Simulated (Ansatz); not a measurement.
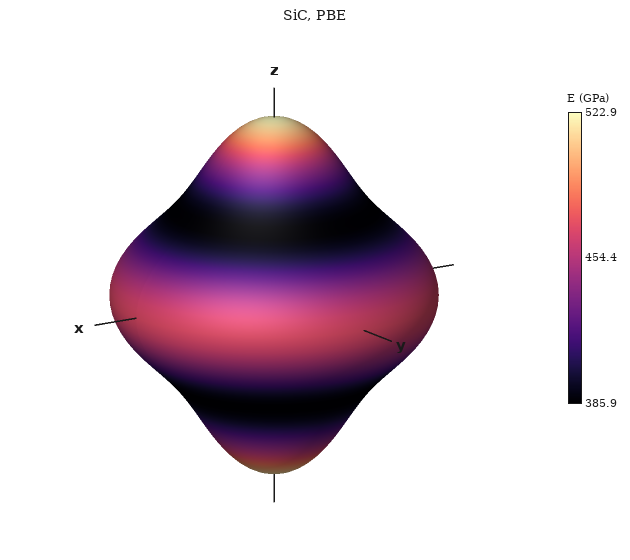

Plotted: Young's modulus as a surface whose radius and colour give its value in each direction for SiC, space group P6_3mc (No. 186) (cell built by us, not taken from a database).

Structure:
```
CELL_PARAMETERS angstrom
3.09191 0.00000 0.00000
-1.54596 2.67768 0.00000
0.00000 0.00000 5.07426
ATOMIC_POSITIONS crystal
Si 0.66667 0.33333 0.50458
Si 0.33333 0.66667 0.00458
C 0.66667 0.33333 0.88042
C 0.33333 0.66667 0.38042
```

How it was computed, with Ansatz 0.2.0: elastic stress-strain coefficients at zero temperature from small strains of the given cell, Voigt order xx yy zz yz xz xy, Cartesian axes of the cell vectors; plane waves with PAW datasets, Γ-centred k mesh. Level: PBE, no spin polarisation.

- wave cutoff: 420 eV
- k mesh: 12×12×6
- occupations: fixed
- ions: relaxed
- strain amplitude: 0.002

Between which limits does E lie over all directions?

Answer. Over all directions E runs from 386 to 523 GPa, a ratio of 1.36.

What is E along the Cartesian axes and along their diagonal?

Answer. E is 469 GPa along x, 469 GPa along y and 523 GPa along z, and 391 GPa along the body diagonal x + y + z.

The computed values:

Stiffness matrix C (GPa), Voigt order:
```tsv
	xx	yy	zz	yz	xz	xy
xx	492.9	101.5	50.2	0.0	0.0	0.0
yy	101.5	492.9	50.2	0.0	0.0	0.0
zz	50.3	50.3	531.4	0.0	0.0	0.0
yz	0.0	0.0	0.0	151.0	0.0	0.0
xz	0.0	0.0	0.0	0.0	151.0	0.0
xy	0.0	0.0	0.0	0.0	0.0	195.7
```
